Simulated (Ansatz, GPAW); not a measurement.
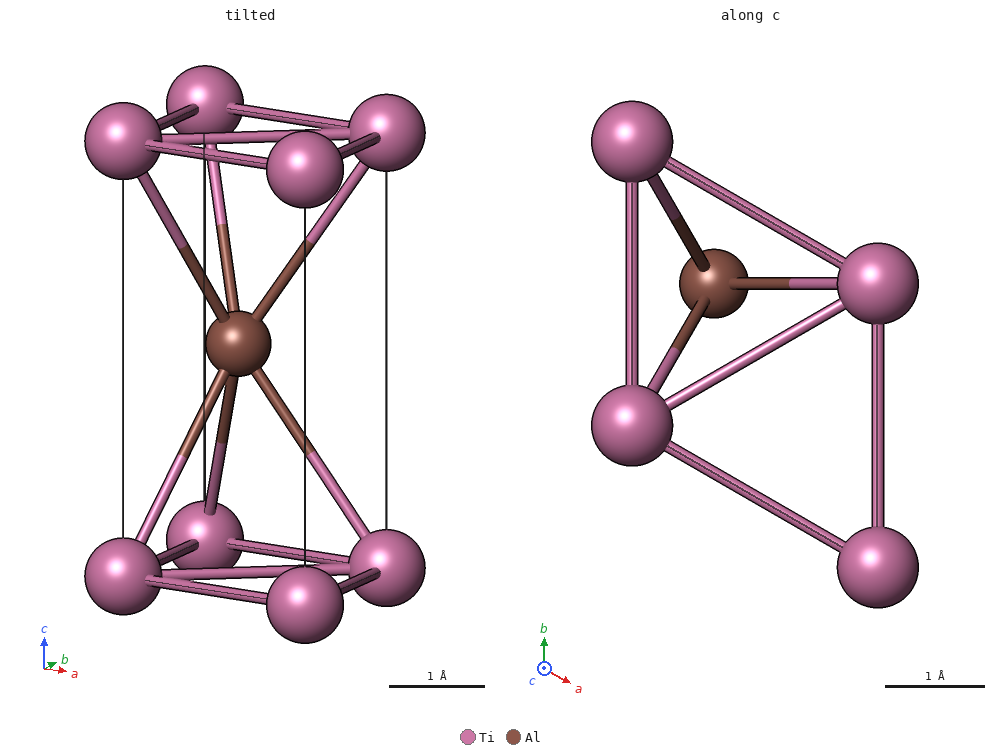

TiAl, space group P-6m2 (No. 187), a = 2.867 Å, b = 2.867 Å, c = 4.678 Å, α = 90.00°, β = 90.00°, γ = 120.00° (16.65 Å³/atom). A ball-and-stick rendering, viewed slightly off an axis and along the c axis. Lines trace the edges of the conventional unit cell. The cell is a structure listed in the Materials Project. It needn't be the stable form of this composition.

The cell was scaled uniformly, at fixed shape and fractional positions, in three programs or potential sets. Alike in all runs: functional PBE; k mesh 11 × 11 × 6 on the run's cell of 2 atoms; occupations fermi-dirac, width 0.05 eV; no spin polarisation; no spin-orbit coupling.

Energies from Ansatz (Ansatz PAW soft_1):

```tsv
volume (Å³/atom)	E − E(lowest point) (meV/atom)
15.654	23.50
15.987	10.45
16.320	2.79
16.653	0.00
16.986	1.65
17.320	7.32
17.653	16.66
```

Question: What equilibrium volume and bulk modulus do these points give?

Answer: V0 = 16.69 Å³/atom, B0 = 106 GPa and B0′ = 3.8. V0 lies 0.2 % above the volume of the cell as given.

The same fit in all programs:

| program | V0 (Å³/atom) | B0 (GPa) | B0′ |
| --- | --- | --- | --- |
| Ansatz (Ansatz PAW soft_1) | 16.69 | 106 | 3.8 |
| GPAW (PAW data 1.2.1) | 16.75 | 106 | 3.8 |
| Ansatz LAPW (all-electron) | ? | ? | ? |

Question: Estimate the row of Ansatz LAPW (all-electron).

Answer: V0 = 16.69 Å³/atom, B0 = 106 GPa and B0′ = 3.8. The other rows span 16.69 to 16.75 Å³/atom and 106 to 106 GPa.

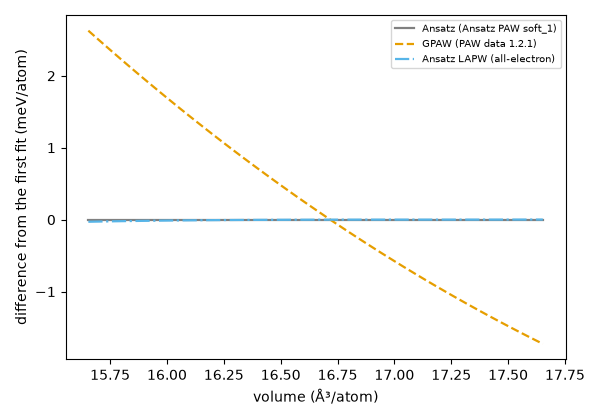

Each fitted curve, counted from its own minimum, less that of Ansatz (Ansatz PAW soft_1). With one functional throughout, the spread comes from potentials, basis sets and numerical settings; B0′ is uncertain by a few tenths over so narrow a range.

Caveat: the cell was scaled at fixed shape and fractional positions, which overstates the stiffness of a crystal with free parameters, most of all of layers and chains.
